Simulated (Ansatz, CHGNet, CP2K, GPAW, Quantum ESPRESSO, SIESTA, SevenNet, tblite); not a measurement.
## C(111) slab, H on the bottom face (80 atoms): one structure in several programs

How near do other programs and methods come to a plane-wave reference for C(111) slab, H on the bottom face (80 atoms)? A plane-wave run serves as the reference.

Calculated with Quantum ESPRESSO 7.5; Kohn-Sham DFT, PBE, SSSP efficiency 1.3.0 pseudopotentials, plane waves.

## Step 1: The starting structure

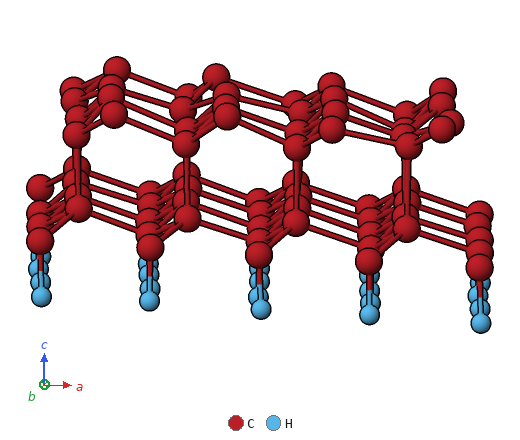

The starting structure, seen nearly edge on (carbon red, hydrogen blue). Bonds to atoms that aren't drawn are left out. Some periodic images of atoms are drawn too.

The cell holds 80 atoms: 64 C and 16 H. Cell: a = 10.089 Å, b = 10.089 Å, c = 15.664 Å, α = 90.0°, β = 90.0°, γ = 120.0°. It derives from C (diamond-structure). Diamond-structure C (a = 3.567 Å), (111) slab of 4 atomic planes, 4 x 4 surface cells, H on the broken bonds of the bottom face, 12 Å of vacuum; displaced by a Gaussian of 0.02 Å. Then every atom was moved at random, 0.05 Å r.m.s. a Cartesian component (hydrogen 0.6 of that). Regions: slab, 64 atoms (64 C); hydrogen, 16 atoms (16 H). Vacuum lies along c.

## Step 2: Reference: Quantum ESPRESSO, plane waves

pw.in

```
&control
  calculation = 'scf'
  pseudo_dir = './pseudo'
  outdir = './tmp'
  disk_io = 'none'
  tprnfor = .true.
/
&system
  ibrav = 0
  nat = 80
  ntyp = 2
  ecutwfc = 45
  ecutrho = 360
  nosym = .true.
  occupations = 'smearing'
  smearing = 'fd'
  degauss = 0.003675
/
&electrons
  conv_thr = 4.0e-07
  electron_maxstep = 100
  mixing_beta = 0.2
  mixing_mode = 'local-TF'
  diagonalization = 'david'
/
ATOMIC_SPECIES
C 12.011 C.upf
H 1.008 H.upf
CELL_PARAMETERS angstrom
10.08900 0.00000 0.00000
-5.04450 8.73733 0.00000
0.00000 0.00000 15.66426
ATOMIC_POSITIONS crystal
C 0.33323 0.92012 0.48612
C 0.25078 0.00094 0.45298
C 0.17480 0.83696 0.62009
C 0.33752 0.91478 0.58576
C 0.33679 0.66547 0.48598
C 0.25229 0.75159 0.45481
C 0.16265 0.57567 0.61469
C 0.32500 0.67213 0.58573
C 0.58204 0.91361 0.48443
C 0.49789 0.99767 0.45205
C 0.40069 0.83242 0.61901
C 0.58047 0.91652 0.58506
[... 64 atom lines left out ...]
H 0.00143 0.74878 0.38255
H 0.75149 0.24909 0.38206
H 0.99611 0.49593 0.38326
H 0.00104 0.25007 0.38312
K_POINTS gamma
```

Command:

```sh
$ OMP_NUM_THREADS=1 mpirun -np 4 pw.x -in pw.in > output.txt
```

The program printed:

```text
Program PWSCF
     gamma-point specific algorithms are used
     one sub-group per band group will be used
     scalapack distributed-memory algorithm (size of sub-group:  2*  2 procs)
     Parallelization info
     sticks:   dense  smooth     PW     G-vecs:    dense   smooth      PW
     Min        2254    1126    283               268710    95010   11877
     Max        2256    1128    284               268725    95028   11880
     Sum        9019    4507   1135              1074869   380077   47517
     bravais-lattice index     =            0
     lattice parameter (alat)  =      19.0654  a.u.
     unit-cell volume          =    9318.2283 (a.u.)^3
     number of atoms/cell      =           80
     number of atomic types    =            2
     number of electrons       =       272.00
[... lines left out ...]
     scf convergence threshold =      4.0E-07
[... lines left out ...]
     number of k points=     1  Fermi-Dirac smearing, width (Ry)=  0.0037
[... lines left out ...]
     total energy              =   -1196.94367169 Ry
[... lines left out ...]
     total energy              =   -1196.63566889 Ry
[... lines left out ...]
     total energy              =   -1195.88633006 Ry
[... lines left out ...]
     c_bands:  1 eigenvalues not converged
[... lines left out ...]
     total energy              =   -1195.37210584 Ry
[... lines left out ...]
     total energy              =   -1195.37210569 Ry
     estimated scf accuracy    <       0.00000099 Ry
     iteration # 35     ecut=    45.00 Ry     beta= 0.20
     negative rho (up, down):  1.986E-03 0.000E+00
     End of self-consistent calculation
          k = 0.0000 0.0000 0.0000 ( 23759 PWs)   bands (ev):
   -20.1459 -18.8836 -18.7057 -18.6155 -18.5697 -18.5617 -18.4944 -17.1395
   -16.1770 -16.1045 -15.9604 -15.8834 -15.7816 -15.6962 -15.6640 -15.6108
   -15.5036 -15.4361 -15.4120 -15.2969 -14.9543 -14.9149 -14.8924 -13.7691
[...]
3.1142   4.1693   4.1817   4.2406   4.2577   4.2767   4.2892   4.7165
     5.6087   5.8203   5.8510   5.9493   6.0755   6.1134   6.1671   6.2081
     6.2674   6.2888   6.3225
     the Fermi energy is     0.5853 ev
!    total energy              =   -1195.37210583 Ry
     estimated scf accuracy    <       0.00000039 Ry
     smearing contrib. (-TS)   =      -0.03438863 Ry
     internal energy E=F+TS    =   -1195.33771721 Ry
     The total energy is F=E-TS. E is the sum of the following terms:
     one-electron contribution =   -7481.17677470 Ry
     hartree contribution      =    3821.45856391 Ry
     xc contribution           =    -308.07459704 Ry
     ewald contribution        =    3166.97425032 Ry
     one-center paw contrib.   =    -394.51915970 Ry
     convergence has been achieved in  35 iterations
     negative rho (up, down):  1.986E-03 0.000E+00
     Forces acting on atoms (cartesian axes, Ry/au):
     atom    1 type  1   force =     0.04041303   -0.02354946   -0.06296752
     atom    2 type  1   force =    -0.00691908   -0.03223128    0.04991030
     atom    3 type  1   force =    -0.06186918   -0.05601942   -0.14531291
[...]
atom   79 type  2   force =     0.00190785    0.01124436   -0.00813777
     atom   80 type  2   force =    -0.00293410   -0.00210176    0.00387175
     Total force =     1.207988     Total SCF correction =     0.001295
     Message from routine punch:
     Nothing written, as per user request (disk_io='none')
```

It took 2.7 min on 4 MPI ranks of Intel Xeon at 2.30GHz, shared host; peak memory 2.7 GiB; 10 min of CPU time.

Banners, paths, timers and routine set-up lines are dropped from the logs unmarked, and long logs keep their key lines alone; longer cuts are marked.

Numbers from this run:

| Quantity | Value |
| --- | --- |
| r.m.s. force component | 2.005 eV/Å |
| longest force | 7.446 eV/Å |

## Step 3: The ladder

The programs:
- CHGNet: machine-learned potential, published weights.
- GPAW 26.7.0: PAW with atomic orbitals (LCAO), plane waves or a real-space grid of spacing h.
- Quantum ESPRESSO 7.5: plane waves; labels (QE) give functional, pseudopotential set and cutoffs of waves/density.
- SIESTA 5.4.2: numerical atomic orbitals, whose automatically made sets are far from complete, with PseudoDojo norm-conserving potentials that we converted to its format (checked against plane waves on the same files for H, C, O, Si, Ge and Ca alone); labels give functional, basis size, energy shift and mesh cutoff.
- SevenNet: machine-learned potential, published weights.
- tblite 0.8.0: extended tight binding, driven from Python.

All use the same cell and atoms; the electronic-structure runs use the same k-mesh, and an electronic temperature of 580 K (0.05 eV) where levels are smeared.

Differences are against the plane-wave reference, forces as r.m.s. over components; share is that over the reference's r.m.s. force, slope the least-squares factor from reference forces to these. Total energies of different programs have different zeros and aren't compared.

| run | Δ force, r.m.s. (meV/Å) | share (%) | slope | cores | CPU time | memory (GiB) |
| --- | --- | --- | --- | --- | --- | --- |
| reference | - | - | - | 4 | 10 min | 2.7 |
| CHGNet 0.3.0 potential | 556 | 27.7 | 0.846 | 1 | 5.9 s | 3.5 |
| CHGNet r2SCAN potential | 683 | 34.1 | 0.825 | 1 | 5.8 s | 3.5 |
| GPAW PBE, LCAO dzp, h 0.2 Å | 193 | 9.61 | 1.024 | 1 | 3.3 min | 0.77 |
| GPAW PBE, LCAO dzp, h 0.2 Å, other mixer settings | 194 | 9.67 | 1.024 | 1 | 3.6 min | 0.7 |
| GPAW PBE, LCAO dzp, h 0.28 Å (coarse) | 632 | 31.5 | 1.004 | 1 | 1.9 min | 0.38 |
| GPAW PBE, LCAO szp(dzp), h 0.2 Å (coarse) | 683 | 34.1 | 1.010 | 1 | 2.6 min | 0.74 |
| GPAW PBE, grid h 0.24 Å (coarse) | 712 | 35.5 | 1.152 | 2 | 6.5 min | 0.96 |
| QE PBE, gbrv-1.5, 40/200 Ry | 51.2 | 2.55 | 1.008 | 2 | 7.1 min | 1.2 |
| SIESTA PBE, DZ, shift 0.01 Ry, mesh 300 Ry (coarse) | 316 | 15.7 | 1.064 | 1 | 2.2 min | 0.57 |
| SIESTA PBE, DZP, shift 0.01 Ry, mesh 150 Ry (coarse) | 229 | 11.4 | 1.039 | 1 | 2.6 min | 0.53 |
| SIESTA PBE, DZP, shift 0.01 Ry, mesh 300 Ry | 228 | 11.4 | 1.039 | 2 | 9.2 min | 1.1 |
| SIESTA PBE, SZP, shift 0.01 Ry, mesh 300 Ry (coarse) | 726 | 36.2 | 1.050 | 1 | 5.2 min | 0.77 |
| SIESTA vdW-DF, PBE potentials, DZP, shift 0.01 Ry, mesh 300 Ry | 266 | 13.3 | 1.016 | 2 | 21 min | 1.7 |
| SevenNet l3i5 potential | 936 | 46.7 | 1.027 | 1 | 11 s | 1.9 |
| tblite GFN1-xTB | 554 | 27.6 | 0.976 | 1 | 2.3 s | 0.13 |
| tblite GFN2-xTB | 549 | 27.4 | 0.962 | 1 | 3.6 s | 0.13 |

Rows marked coarse were listed beforehand as settings not expected to be converged; some can still land near the reference.

Times of the machine-learned potentials are mostly Python's start and the loading of weights.

CPU time is summed over cores on a shared host, where runs went side by side, so it is rough. Symmetry, cutoffs, thresholds, outputs and thread counts weren't matched or tuned between programs; memory under MPI is the largest rank's times the ranks.

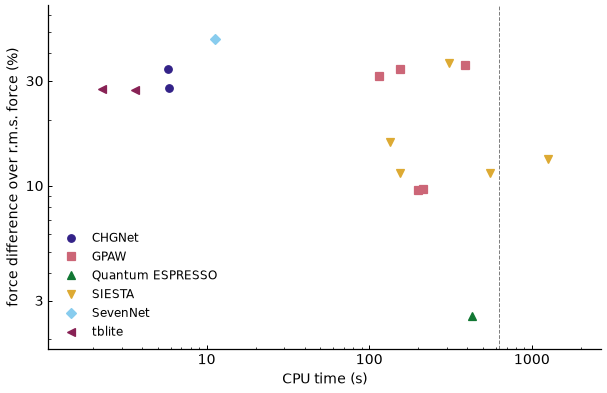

Force difference against CPU time; the dashed line marks the reference's time.

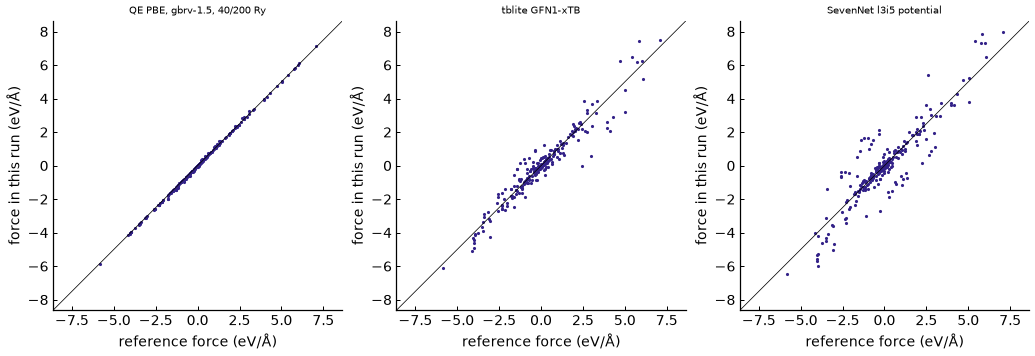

Force components against those of the reference; the line marks equality.

Runs without a result: CP2K PBE, DZVP-UZH, 450/50 Ry, diagonalisation (cut off at its time limit of 11 min); CP2K GFN1-xTB, diagonalisation (not converged, the SCF not settling); CP2K PBE, SZV-MOLOPT-SR, 450/50 Ry, diagonalisation (cut off at its time limit of 4.5 min); CP2K r2SCAN, SCAN potentials, DZVP-UZH(SCAN), 600/50 Ry, diagonalisation (cut off at its time limit of 25 min); CP2K PBE, DZVP-UZH, 315/50 Ry, diagonalisation (cut off at its time limit of 14 min).

Mean charges by element (e), by run and scheme:

| run | scheme | C | H |
| --- | --- | --- | --- |
| SIESTA PBE, DZP, shift 0.01 Ry, mesh 300 Ry | Hirshfeld | 0.00 | +0.01 |
| SIESTA vdW-DF, PBE potentials, DZP, shift 0.01 Ry, mesh 300 Ry | Hirshfeld | 0.00 | +0.01 |
| tblite GFN1-xTB | Mulliken | -0.01 | +0.03 |
| tblite GFN2-xTB | Mulliken | -0.01 | +0.02 |

Within one program, basis, potentials and functional, energies share a zero. Each run against its twin at the usual cutoff or grid and solver:

| run | twin | Δ energy (meV/atom) | Δ force, r.m.s. (meV/Å) | CPU time over the twin's |
| --- | --- | --- | --- | --- |
| GPAW PBE, LCAO dzp, h 0.2 Å, other mixer settings | LCAO dzp, h 0.2 Å | 0 | 8.20 | 1.1 |
| GPAW PBE, LCAO dzp, h 0.28 Å | LCAO dzp, h 0.2 Å | 476 | 576 | 0.57 |
| SIESTA PBE, DZP, shift 0.01 Ry, mesh 150 Ry | DZP, shift 0.01 Ry, mesh 300 Ry | 0.149 | 3.00 | 0.28 (this twin ran on 2 cores) |

## Step 4: Outcome

| Quantity | Value |
| --- | --- |
| reference r.m.s. force component | 2.00 eV/Å |
| nearest in forces | QE PBE, gbrv-1.5, 40/200 Ry, 2.6 % |
| farthest in forces | SevenNet l3i5 potential, 47 % |
| cheapest electronic-structure run beside the reference | tblite GFN1-xTB, 2.3 s of CPU time |

PBE on plane waves or a grid with other potentials, cutoffs or grids, coarse settings apart, differs from the reference by 2.6 % (QE PBE, gbrv-1.5, 40/200 Ry) of the r.m.s. force; this holds the reference's own error, so differences of a few per cent don't tell which side is nearer the exact PBE result. The PBE runs in local orbitals, coarse settings apart, differ by 9.6 % (GPAW PBE, LCAO dzp, h 0.2 Å) to 11 % (SIESTA PBE, DZP, shift 0.01 Ry, mesh 300 Ry); basis, grid and potentials can all enter. Tight binding differs by 27 % (tblite GFN2-xTB) to 28 % (tblite GFN1-xTB); it is another model, with fitted parameters of its own, and the xTB methods hold dispersion. Machine-learned potentials differ by 28 % (CHGNet 0.3.0 potential) to 47 % (SevenNet l3i5 potential); they were trained on other programs' data, some at another functional. Among those trained on PBE data the slope goes as low as 0.85, which softening far from their training structures can give, though the reference's k-sampling is untested too. Rows with another functional or a dispersion term differ by 13 % (SIESTA vdW-DF, PBE potentials, DZP, shift 0.01 Ry, mesh 300 Ry), which mixes the change of model with differences of basis and potentials, some of them made for another functional. Runs with settings chosen to be coarse differ by 11 % (SIESTA PBE, DZP, shift 0.01 Ry, mesh 150 Ry) to 36 % (SIESTA PBE, SZP, shift 0.01 Ry, mesh 300 Ry), their programs' other errors included. Of the electronic-structure runs that take under half the reference's CPU time, GPAW PBE, LCAO dzp, h 0.2 Å is among the nearest, at 9.6 % in 3.3 min against 10 min. GPAW PBE, grid h 0.24 Å stiffens the forces by a factor of 1.15 while following their directions (correlation 0.964); the slopes of the 5 GPAW runs lie between 1.00 and 1.15. The mean charges agree among these rows within 0.03 e. In the reference: levels near the Fermi energy are neither full nor empty under the smearing, so no gap is quoted. Periodic xTB results under one method name differ between programs and library versions. With short bonds to hydrogen, sets of potentials differ among themselves by several per cent in forces even at converged cutoffs, so the reference isn't exact here either. Machine-learned potentials mimic data converged in k, so the reference's own k-point error enters their differences. The runs have no spin polarisation, so any moments at edges, vacancies or dangling bonds can't form. The electronic-structure runs sample only Γ, in a cell whose shortest periodic width is 9 Å, which is coarse for a cell with partly filled levels.

[Also dropped from logs without a mark: logging warnings of Python, and SIESTA's first energy breakdown and zero terms.]

[Logs are printed without paths, hosts, clocks, repeated set-up lines and the standing remarks that a program may print on its own settings, such as how far it seeks lower states.]

[Hosts, paths, dates, database ids (printed as entryN), source tags and the programs' standing remarks are cut or masked in the printed files.]
